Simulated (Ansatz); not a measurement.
# Residual resistivity of an alloy: Al(111) with 4 layers of random Al-Rh, 2x2

How strongly does chemical disorder scatter in Al(111) with 4 layers of random Al-Rh, 2x2?

Calculated with Ansatz 0.2.0; Ansatz plane-wave DFT, PBE, PAW files; ballistic transport by layer matching (Landauer), zero bias; PAW set soft_1.

### 1. Set-up

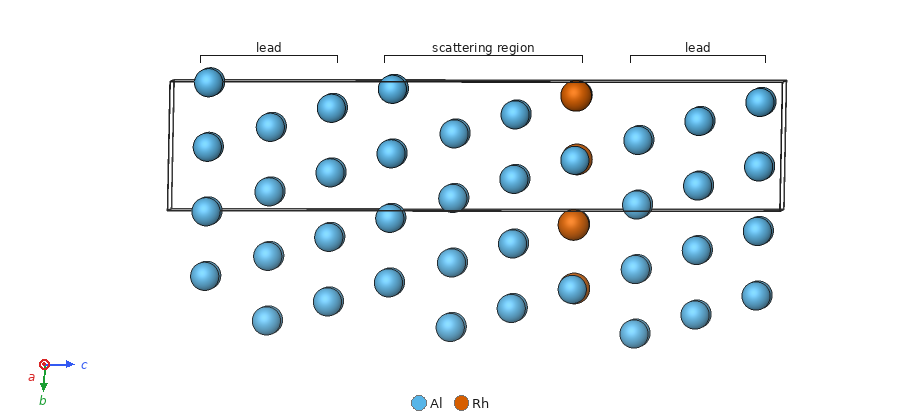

Start, viewed from the side, with the c axis across the page; aluminium blue, rhodium orange. 1×2×1 cells are drawn.

The cell holds 40 atoms: 38 Al and 2 Rh. Cell: a = 5.725 Å, b = 5.725 Å, c = 23.429 Å, α = 93.5°, β = 86.5°, γ = 120.0°. It derives from Al. Regions: lead, 24 atoms (24 Al); scattering region, 16 atoms (14 Al and 2 Rh). The structure is stacked along c, and the current runs across the ab planes.

### 2. With 4 alloy layers

In 4 layers a share of 0.125 of the sites is given to Rh at random. The layers about the cell's end stay perfect and serve as the lead. Energies from -0.05 to 0.05 eV in steps of 0.05 eV are too few for the program's thermal sum, so it prints no conductance; for a metal the transmission near the Fermi level serves, at a fraction of the cost.

File input.yaml:

```yaml
crystal:
  lattice:
    - [5.7246940741, 0.0, 0.0]
    - [-2.862347037, 4.957730497, 0.0]
    - [1.4311735185, -0.8262884162, 23.3709656917]
  atoms:
    - { symbol: Al, position: [0.9916666667, 0.0083333333, 0.05] }
    - { symbol: Al, position: [0.9916666667, 0.5083333333, 0.05] }
    - { symbol: Al, position: [0.4916666667, 0.0083333333, 0.05] }
    - { symbol: Al, position: [0.4916666667, 0.5083333333, 0.05] }
    - { symbol: Al, position: [0.1416666667, 0.3583333333, 0.15] }
    - { symbol: Al, position: [0.1416666667, 0.8583333333, 0.15] }
    - { symbol: Al, position: [0.6416666667, 0.3583333333, 0.15] }
    - { symbol: Al, position: [0.6416666667, 0.8583333333, 0.15] }
    - { symbol: Al, position: [0.2916666667, 0.2083333333, 0.25] }
    - { symbol: Al, position: [0.2916666667, 0.7083333333, 0.25] }
    - { symbol: Al, position: [0.7916666667, 0.2083333333, 0.25] }
    - { symbol: Al, position: [0.7916666667, 0.7083333333, 0.25] }
    - { symbol: Al, position: [0.9416666667, 0.0583333333, 0.35] }
    - { symbol: Al, position: [0.9416666667, 0.5583333333, 0.35] }
    - { symbol: Al, position: [0.4416666667, 0.0583333333, 0.35] }
    - { symbol: Al, position: [0.4416666667, 0.5583333333, 0.35] }
    - { symbol: Al, position: [0.0916666667, 0.4083333333, 0.45] }
    - { symbol: Al, position: [0.0916666667, 0.9083333333, 0.45] }
    - { symbol: Al, position: [0.5916666667, 0.4083333333, 0.45] }
    - { symbol: Al, position: [0.5916666667, 0.9083333333, 0.45] }
    - { symbol: Al, position: [0.2416666667, 0.2583333333, 0.55] }
    - { symbol: Al, position: [0.2416666667, 0.7583333333, 0.55] }
    - { symbol: Al, position: [0.7416666667, 0.2583333333, 0.55] }
    - { symbol: Al, position: [0.7416666667, 0.7583333333, 0.55] }
    - { symbol: Rh, position: [0.8916666667, 0.1083333333, 0.65] }
    - { symbol: Al, position: [0.8916666667, 0.6083333333, 0.65] }
    - { symbol: Al, position: [0.3916666667, 0.1083333333, 0.65] }
    - { symbol: Rh, position: [0.3916666667, 0.6083333333, 0.65] }
    - { symbol: Al, position: [0.0416666667, 0.4583333333, 0.75] }
    - { symbol: Al, position: [0.0416666667, 0.9583333333, 0.75] }
    - { symbol: Al, position: [0.5416666667, 0.4583333333, 0.75] }
    - { symbol: Al, position: [0.5416666667, 0.9583333333, 0.75] }
    - { symbol: Al, position: [0.1916666667, 0.3083333333, 0.85] }
    - { symbol: Al, position: [0.1916666667, 0.8083333333, 0.85] }
    - { symbol: Al, position: [0.6916666667, 0.3083333333, 0.85] }
    - { symbol: Al, position: [0.6916666667, 0.8083333333, 0.85] }
    - { symbol: Al, position: [0.8416666667, 0.1583333333, 0.95] }
    - { symbol: Al, position: [0.8416666667, 0.6583333333, 0.95] }
    - { symbol: Al, position: [0.3416666667, 0.1583333333, 0.95] }
    - { symbol: Al, position: [0.3416666667, 0.6583333333, 0.95] }
kpoints:
  mp_grid: { grid: [5, 5, 1] }
hamiltonian:
  xc: pbe
  pseudopotentials: { kind: paw, azcp: { folder: soft_1 } }
scf:
  occupations: { method: fermi_dirac, width: 0.1 }
output:
  transmission:
    leads: [[0, 4]]
    kmesh: [10, 10]
    e_range: [-0.05, 0.05]
    de: 0.05
  write_potential: true
  write_density: true
  volumetric_format: npy
```

Command:

```bash
$ ansatz run input.yaml --threads 8 --pin off --max-ram 15360MiB --backend cpu --events-out ev --progress --plain --runs-dir out
```

Numbers of over 12 decimals in the logs are rounded to 6 here.

Output:

```text
Engine: ansatz 0.2.0, x86_64-unknown-linux-gnu
Pseudopotentials: kind: paw
Pseudopotential: Al, paw, valence charge 3, recommended cutoff 420 eV (normal), soft_1/Al.paw.azcp
Pseudopotential: Rh, paw, valence charge 17, recommended cutoff 420 eV (normal), soft_1/Rh.paw.azcp
Functional definition: PBE
  parameter kappa = 0.804
  parameter beta = 0.066725
  exchange = pbe_x(kappa = kappa, mu = beta*pi^2/3)
  correlation = pbe_c(beta = beta)
Crystal: 40 atoms, lattice volume = 663.303 Å³
Basis set: ecut = 420 eV, 13043 PW (Γ)
Bands: 114, of which v1, the nominal top of the filled ones, is band 74 counted from 1 (73 counted from 0)
Symmetry: 8 space group operations
Space group: P2/m (ITA 10), of the structure as read, at distance tolerance 8.7e-5 Å
k-points: 9 of 25
Non-local potential: Al, projectors of the file, l = 0: 2, l = 1: 2, l = 2: 1
Non-local potential: Rh, projectors of the file, l = 0: 3, l = 1: 2, l = 2: 2, l = 3: 1
PAW form: soft (Blöchl's): semilocal exchange-correlation on the pseudo side does not see the compensation charge
PAW one-centre angular grid: Al, 110 points (default); XC on 64 Gauss nodes
PAW one-centre angular grid: Rh, 590 points (default); XC on 64 Gauss nodes
Initial density: superposition of atomic densities (chi_scale 0.1, normalization cell, long waves of neutral atoms (reshape's long-wave potential 4.59 eV rms, cloud 2.63 Å wide))
Initial wavefunctions: pseudopotential atomic-orbital guess
Functional: x = pbe(κ = 0.804, μ = 0.219515), c = pbe(β = 0.066725)
SCF iter   1: F=—  HF=-33265.039912 eV  |F-HF|=—  |Δ(HF+E_count)|=         —  Δρ=1.67e-1  dr2=1.14e3  ethr=3.10e-3  ⟨swp⟩=6.7  Hψ=4672  notcnv=0  defer=11
preconditioner: auto → Kerker (q_TF=auto, 2.125 Å⁻¹)  [metal: Δε(μ)=0.052 eV  Ē_g=6.553 eV  σ=0.100 eV  W_gap=0.13  n_scr=92 (ndim 8)  ℏωp=16.6 eV  f_vac=0.000  D(μ)=19.50/eV (n_scr^D=138)]
SCF iter   2: F=—  HF=-33236.560647 eV  |F-HF|=—  |Δ(HF+E_count)|=    2.85e1  Δρ=5.24e-2  dr2=1.01e2  ethr=3.10e-3  ⟨swp⟩=4.0  Hψ=2834  notcnv=0  defer=51
SCF iter   3: F=—  HF=-33234.284843 eV  |F-HF|=—  |Δ(HF+E_count)|=    2.28e0  Δρ=1.34e-2  dr2=1.10e0  ethr=3.10e-3  ⟨swp⟩=3.1  Hψ=1785  notcnv=0  defer=61
SCF iter   4: F=—  HF=-33234.071617 eV  |F-HF|=—  |Δ(HF+E_count)|=   2.13e-1  Δρ=3.87e-3  dr2=1.85e-1  ethr=7.46e-4  ⟨swp⟩=2.3  Hψ=2041  notcnv=0  defer=64
SCF iter   5: F=—  HF=-33234.042903 eV  |F-HF|=—  |Δ(HF+E_count)|=   2.87e-2  Δρ=1.87e-3  dr2=6.99e-2  ethr=1.25e-4  ⟨swp⟩=1.0  Hψ=1008  notcnv=0  defer=64
SCF iter   6: F=—  HF=-33234.037081 eV  |F-HF|=—  |Δ(HF+E_count)|=   5.82e-3  Δρ=1.32e-3  dr2=2.93e-2  ethr=4.72e-5  ⟨swp⟩=1.0  Hψ=955  notcnv=0  defer=64
SCF iter   7: F=—  HF=-33234.035281 eV  |F-HF|=—  |Δ(HF+E_count)|=   1.80e-3  Δρ=4.67e-4  dr2=3.65e-3  ethr=1.98e-5  ⟨swp⟩=1.0  Hψ=955  notcnv=0  defer=64
SCF iter   8: F=—  HF=-33234.035105 eV  |F-HF|=—  |Δ(HF+E_count)|=   1.75e-4  Δρ=2.13e-5  dr2=4.76e-5  ethr=2.47e-6  ⟨swp⟩=1.8  Hψ=1033  notcnv=0  defer=64
SCF iter   9: F=—  HF=-33234.035194 eV  |F-HF|=—  |Δ(HF+E_count)|=   8.81e-5  Δρ=2.18e-5  dr2=7.67e-6  ethr=3.22e-8  ⟨swp⟩=2.0  Hψ=1216  notcnv=0  defer=65
SCF iter  10: F=—  HF=-33234.035193 eV  |F-HF|=—  |Δ(HF+E_count)|=   6.72e-7  Δρ=1.15e-5  dr2=4.02e-6  ethr=5.18e-9  ⟨swp⟩=2.0  Hψ=1213  notcnv=0  defer=65
SCF iter  11: F=-33234.035193 eV  HF=-33234.035193 eV  |F-HF|=4.43e-8  |Δ(HF+E_count)|=   1.79e-7  Δρ=1.51e-6  dr2=5.06e-8  ethr=6.76e-11  ⟨swp⟩=13.6  Hψ=4093  notcnv=0
SCF 1 converged in 11 iterations: F = -33234.035193 eV  dr2 = 5.06e-8
  greatest PAW one-centre occupation: 1.000 electrons in one spin orbital (limit 2), on the Rh atom at site 27 (counted from 0), in its partial waves of l = 0
transmission: 108 of 930 steps passed
transmission: 198 of 930 steps passed
[...]
transmission: 930 of 930 steps passed
SCF converged after 11 iterations
Free energy (F): -33234.035193 eV
Harris-Foulkes:  -33234.035193 eV  (|F-HF|=4.43e-8)
Internal energy: -33233.430010 eV  (E = F + TS)
E sigma→0 (E₀):  -33233.732601 eV
Entropy (-TS):   -0.605182 eV (-15.130 meV/atom)
Fermi energy:    8.405336 eV
--- Per-component energies (eV) ---
  E_band       = -170.814817
  E_kinetic    = 1918.512846
  E_local      = -13344.196204  (includes V_loc(G=0)·N_el)
  E_nonlocal   = 975.260013
  E_hartree    = 6298.191240
  E_xc         = -1830.182303
  E_vxc        = -1607.685798  (∫ρ·V_xc dr)
  E_paw        = -25043.149774  (= ΣΔE_a)
  E_vpaw       = -709.114538  (= ΣTr[D̂ρ^β])
  E_aug_tail   = -0.000225  (compensation charges beyond the density's cutoff)
  E_ewald      = -2207.865603
  E_smearing   = -0.605182  (= −TS)
  E_closure    = -0.000000  (closes the sum)
  Σ components = -33234.035193   (vs F -33234.035193, Δ=0.00e0)
--- Band table (eV; the first three rows and the last of 9) ---
  k-point 0: bands = [... 70 lower, 7.3289, 7.3344, 7.5038, 7.5839, 7.5978, 7.6917, 7.8967, 8.0059, ... 36 higher]
  k-point 1: bands = [... 70 lower, 7.4485, 7.5239, 7.6574, 7.8325, 7.8900, 8.0127, 8.2417, 8.2545, ... 36 higher]
  k-point 2: bands = [... 70 lower, 8.3455, 8.4271, 8.4373, 8.5623, 8.6207, 8.6249, 8.7431, 8.8162, ... 36 higher]
  k-point 8: bands = [... 70 lower, 8.3255, 8.4624, 8.4852, 8.5116, 8.5920, 8.6503, 8.7547, 8.7983, ... 36 higher]
--- Transmission ---
  basis      : 253 plane waves across, 30 finite elements along
  points     : 31, standing for a mesh of 10 x 10
  energies   : 3 from -0.050000 to 0.050000 eV about the Fermi level, 0.050000 eV apart; the leads are filled to 0.000000 eV, and channels, transmission and decay are at 0.000000 eV
  crystal 0  : Al4, at the sites [0, 4], period 2.3371 Å, over 21.03 Å; its Hamiltonian steps by up to 22.4 meV
    offset         : up to 0.0000 Å between an atom of the period and one for which it stands
    channels       : 5.410000e0 a spin
    conductance    : none, the energies end too early or step too widely for 300 K: set another output.transmission.e_range or a lower de, or, where they end at an eighth of basis.ecutwfc, a higher one
  junction   : crystal 0 to crystal 0, 3.98 to 25.01 Å
    transmission   : 3.110622e0 a spin
    conductance    : none, the energies end too early or step too widely for 300 K: set another output.transmission.e_range or a lower de, or, where they end at an eighth of basis.ecutwfc, a higher one
```

Run time: 88 s. Hardware: 8 threads of AMD EPYC 7B13 (Zen 3), shared host; peak memory 3.5 GiB; 9.1 min of CPU time.

This step gave:

| Quantity | Value |
| --- | --- |
| free energy | -33234.0352 eV |
| energy at zero smearing | -33233.7326 eV |
| Fermi energy | 8.405 eV |
| cell area | 28.38 Å² |
| transmission per spin nearest the Fermi level | 3.111 |
| open channels per spin nearest the Fermi level | 5.41 |
| step of the lead's potential | 22.4 meV |

Per spin. The transmission, zone mean by energy, zero at the Fermi level:

| energy (eV) | transmission, zone mean |
| --- | --- |
| -0.0500 | 3.07 |
| 0.0000 | 3.11 |
| 0.0500 | 3.16 |

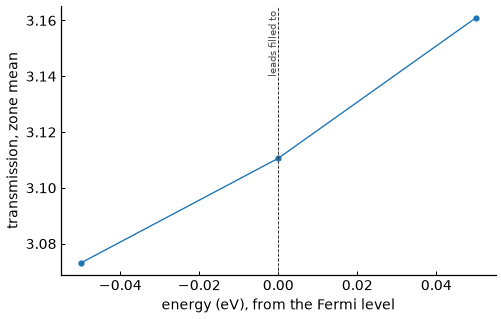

Transmission, zone mean, plotted against energy.

Per spin. Open channels, zone mean, lead against energy, zero at the Fermi level:

| energy (eV) | open channels, zone mean, lead |
| --- | --- |
| -0.0500 | 5.29 |
| 0.0000 | 5.41 |
| 0.0500 | 5.59 |

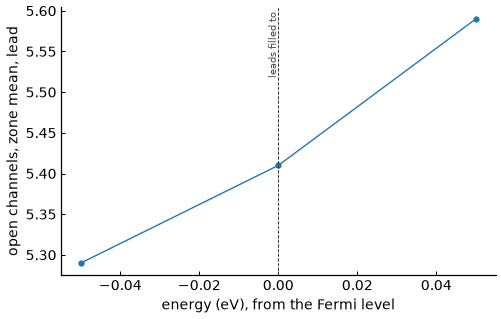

Open channels, zone mean, lead against energy.

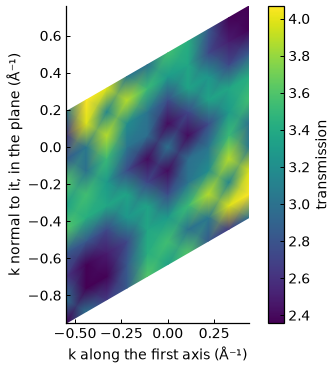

Transmission over k1 and k2. At 0.0000 eV from the Fermi level.

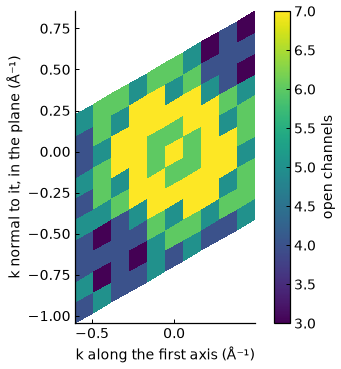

Open channels over k1 and k2. At 0.0000 eV from the Fermi level.

Over the solved energies the transmission per spin lies between 3.07 and 3.16, out of 5.43 channels of the lead on average (up to 5.59).

### 3. With 8 alloy layers

System of this step: Al(111) with 8 layers of random Al-Rh, 2x2. The cell holds 56 atoms: 52 Al and 4 Rh. Cell: a = 5.725 Å, b = 5.725 Å, c = 32.761 Å, α = 87.5°, β = 92.5°, γ = 120.0°. It derives from Al. Regions: lead, 24 atoms (24 Al); scattering region, 32 atoms (28 Al and 4 Rh). The structure is stacked along c, and the current runs across the ab planes.

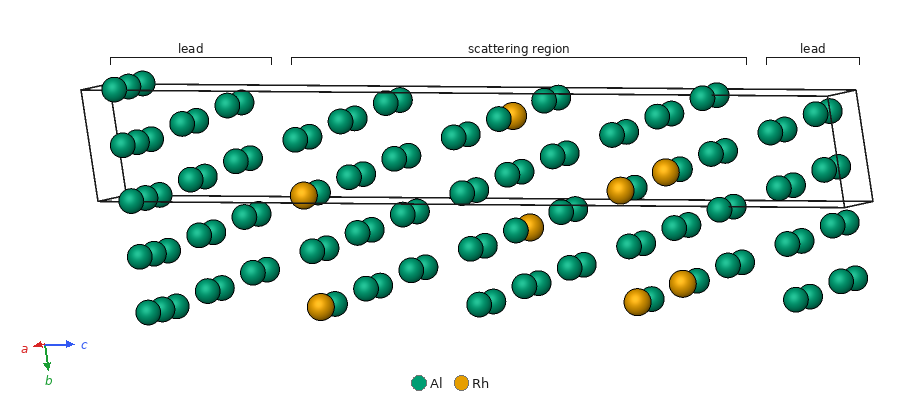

The cell of this step (aluminium teal, rhodium orange). 1×2×1 cells are drawn. Some periodic images of atoms are drawn too.

File input.yaml:

```yaml
crystal:
  lattice:
    - [5.7246940741, 0.0, 0.0]
    - [-2.862347037, 4.957730497, 0.0]
    - [-1.4311735185, 0.8262884162, 32.7193519684]
  atoms:
    - { symbol: Al, position: [0.005952381, 0.994047619, 0.0357142857] }
    - { symbol: Al, position: [0.005952381, 0.494047619, 0.0357142857] }
    - { symbol: Al, position: [0.505952381, 0.994047619, 0.0357142857] }
    - { symbol: Al, position: [0.505952381, 0.494047619, 0.0357142857] }
    - { symbol: Al, position: [0.1845238095, 0.3154761905, 0.1071428571] }
    - { symbol: Al, position: [0.1845238095, 0.8154761905, 0.1071428571] }
    - { symbol: Al, position: [0.6845238095, 0.3154761905, 0.1071428571] }
    - { symbol: Al, position: [0.6845238095, 0.8154761905, 0.1071428571] }
    - { symbol: Al, position: [0.3630952381, 0.1369047619, 0.1785714286] }
    - { symbol: Al, position: [0.3630952381, 0.6369047619, 0.1785714286] }
    - { symbol: Al, position: [0.8630952381, 0.1369047619, 0.1785714286] }
    - { symbol: Al, position: [0.8630952381, 0.6369047619, 0.1785714286] }
    - { symbol: Al, position: [0.0416666667, 0.9583333333, 0.25] }
    - { symbol: Al, position: [0.0416666667, 0.4583333333, 0.25] }
    - { symbol: Rh, position: [0.5416666667, 0.9583333333, 0.25] }
    - { symbol: Al, position: [0.5416666667, 0.4583333333, 0.25] }
    - { symbol: Al, position: [0.2202380952, 0.2797619048, 0.3214285714] }
    - { symbol: Al, position: [0.2202380952, 0.7797619048, 0.3214285714] }
    - { symbol: Al, position: [0.7202380952, 0.2797619048, 0.3214285714] }
    - { symbol: Al, position: [0.7202380952, 0.7797619048, 0.3214285714] }
    - { symbol: Al, position: [0.3988095238, 0.1011904762, 0.3928571429] }
    - { symbol: Al, position: [0.3988095238, 0.6011904762, 0.3928571429] }
    - { symbol: Al, position: [0.8988095238, 0.1011904762, 0.3928571429] }
    - { symbol: Al, position: [0.8988095238, 0.6011904762, 0.3928571429] }
    - { symbol: Al, position: [0.0773809524, 0.9226190476, 0.4642857143] }
    - { symbol: Al, position: [0.0773809524, 0.4226190476, 0.4642857143] }
    - { symbol: Al, position: [0.5773809524, 0.9226190476, 0.4642857143] }
    - { symbol: Al, position: [0.5773809524, 0.4226190476, 0.4642857143] }
    - { symbol: Rh, position: [0.255952381, 0.244047619, 0.5357142857] }
    - { symbol: Al, position: [0.255952381, 0.744047619, 0.5357142857] }
    - { symbol: Al, position: [0.755952381, 0.244047619, 0.5357142857] }
    - { symbol: Al, position: [0.755952381, 0.744047619, 0.5357142857] }
    - { symbol: Al, position: [0.4345238095, 0.0654761905, 0.6071428571] }
    - { symbol: Al, position: [0.4345238095, 0.5654761905, 0.6071428571] }
    - { symbol: Al, position: [0.9345238095, 0.0654761905, 0.6071428571] }
    - { symbol: Al, position: [0.9345238095, 0.5654761905, 0.6071428571] }
    - { symbol: Al, position: [0.1130952381, 0.8869047619, 0.6785714286] }
    - { symbol: Al, position: [0.1130952381, 0.3869047619, 0.6785714286] }
    - { symbol: Rh, position: [0.6130952381, 0.8869047619, 0.6785714286] }
    - { symbol: Al, position: [0.6130952381, 0.3869047619, 0.6785714286] }
    - { symbol: Al, position: [0.2916666667, 0.2083333333, 0.75] }
    - { symbol: Al, position: [0.2916666667, 0.7083333333, 0.75] }
    - { symbol: Al, position: [0.7916666667, 0.2083333333, 0.75] }
    - { symbol: Rh, position: [0.7916666667, 0.7083333333, 0.75] }
    - { symbol: Al, position: [0.4702380952, 0.0297619048, 0.8214285714] }
    - { symbol: Al, position: [0.4702380952, 0.5297619048, 0.8214285714] }
    - { symbol: Al, position: [0.9702380952, 0.0297619048, 0.8214285714] }
    - { symbol: Al, position: [0.9702380952, 0.5297619048, 0.8214285714] }
    - { symbol: Al, position: [0.1488095238, 0.8511904762, 0.8928571429] }
    - { symbol: Al, position: [0.1488095238, 0.3511904762, 0.8928571429] }
    - { symbol: Al, position: [0.6488095238, 0.8511904762, 0.8928571429] }
    - { symbol: Al, position: [0.6488095238, 0.3511904762, 0.8928571429] }
    - { symbol: Al, position: [0.3273809524, 0.1726190476, 0.9642857143] }
    - { symbol: Al, position: [0.3273809524, 0.6726190476, 0.9642857143] }
    - { symbol: Al, position: [0.8273809524, 0.1726190476, 0.9642857143] }
    - { symbol: Al, position: [0.8273809524, 0.6726190476, 0.9642857143] }
kpoints:
  mp_grid: { grid: [5, 5, 1] }
hamiltonian:
  xc: pbe
  pseudopotentials: { kind: paw, azcp: { folder: soft_1 } }
scf:
  occupations: { method: fermi_dirac, width: 0.1 }
output:
  transmission:
    leads: [[0, 4]]
    kmesh: [10, 10]
    e_range: [-0.05, 0.05]
    de: 0.05
  write_potential: true
  write_density: true
  volumetric_format: npy
```

Output:

```text
[...]
Crystal: 56 atoms, lattice volume = 928.624 Å³
Basis set: ecut = 420 eV, 18271 PW (Γ)
Bands: 168, of which v1, the nominal top of the filled ones, is band 112 counted from 1 (111 counted from 0)
Symmetry: 2 space group operations
[...]
k-points: 9 of 25 (time reversal used)
[...]
SCF iter   1: F=—  HF=-53611.404240 eV  |F-HF|=—  |Δ(HF+E_count)|=         —  Δρ=1.74e-1  dr2=1.26e3  ethr=3.10e-3  ⟨swp⟩=6.3  Hψ=6734  notcnv=0  defer=24
[...]
SCF iter  11: F=-53568.905389 eV  HF=-53568.905389 eV  |F-HF|=1.42e-9  |Δ(HF+E_count)|=   2.94e-9  Δρ=3.10e-7  dr2=1.94e-9  ethr=2.96e-11  ⟨swp⟩=1.0  Hψ=3056  notcnv=0
SCF 1 converged in 11 iterations: F = -53568.905389 eV  dr2 = 1.94e-9
[...]
transmission: 144 of 1426 steps passed
transmission: 294 of 1426 steps passed
[...]
transmission: 1426 of 1426 steps passed
SCF converged after 11 iterations
Free energy (F): -53568.905389 eV
[...]
Internal energy: -53568.143933 eV  (E = F + TS)
E sigma→0 (E₀):  -53568.524661 eV
Entropy (-TS):   -0.761456 eV (-13.597 meV/atom)
Fermi energy:    8.630646 eV
[...]
--- Band table (eV; the first three rows and the last of 9) ---
  k-point 0: bands = [... 108 lower, 7.6465, 7.7779, 7.7883, 7.8478, 7.8545, 7.8728, 8.0317, 8.0669, ... 52 higher]
  k-point 1: bands = [... 108 lower, 7.8968, 7.9624, 8.0809, 8.1216, 8.1636, 8.2763, 8.2960, 8.3847, ... 52 higher]
  k-point 2: bands = [... 108 lower, 8.6503, 8.6929, 8.7483, 8.8008, 8.8783, 8.9702, 8.9792, 9.0511, ... 52 higher]
  k-point 8: bands = [... 108 lower, 8.6281, 8.6742, 8.7512, 8.8466, 8.8797, 8.9491, 8.9859, 9.0039, ... 52 higher]
--- Transmission ---
  basis      : 253 plane waves across, 46 finite elements along
  points     : 31, standing for a mesh of 10 x 10
[...]
channels       : 5.590000e0 a spin
[...]
junction   : crystal 0 to crystal 0, 0.70 to 31.08 Å
    transmission   : 1.845960e0 a spin
[...]
```

The job ended after 2.2 min (8 threads; peak memory 5.5 GiB).

This step gave:

```yaml
free_energy: -53568.9054 eV
energy_at_zero_smearing: -53568.5247 eV
fermi_energy: 8.631 eV
transmission_per_spin_nearest_the_fermi_level: 1.846
open_channels_per_spin_nearest_the_fermi_level: 5.59
step_of_the_lead_s_potential: 11.1 meV
```

Per spin. The transmission, zone mean by energy, zero at the Fermi level:

| energy (eV) | transmission, zone mean |
| --- | --- |
| -0.0500 | 1.84 |
| 0.0000 | 1.85 |
| 0.0500 | 1.85 |

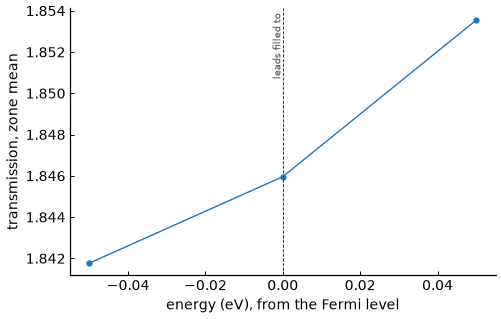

Transmission, zone mean, plotted against energy.

Over the solved energies the transmission per spin lies between 1.84 and 1.85, out of 5.47 channels of the lead on average (up to 5.59).

(Continued in part 2 of 2.)

[Logs are printed without paths, hosts, clocks, repeated set-up lines and the standing remarks that a program may print on its own settings, such as how far it seeks lower states.]

[Hosts, paths, dates, database ids (printed as entryN), source tags and the programs' standing remarks are cut or masked in the printed files.]
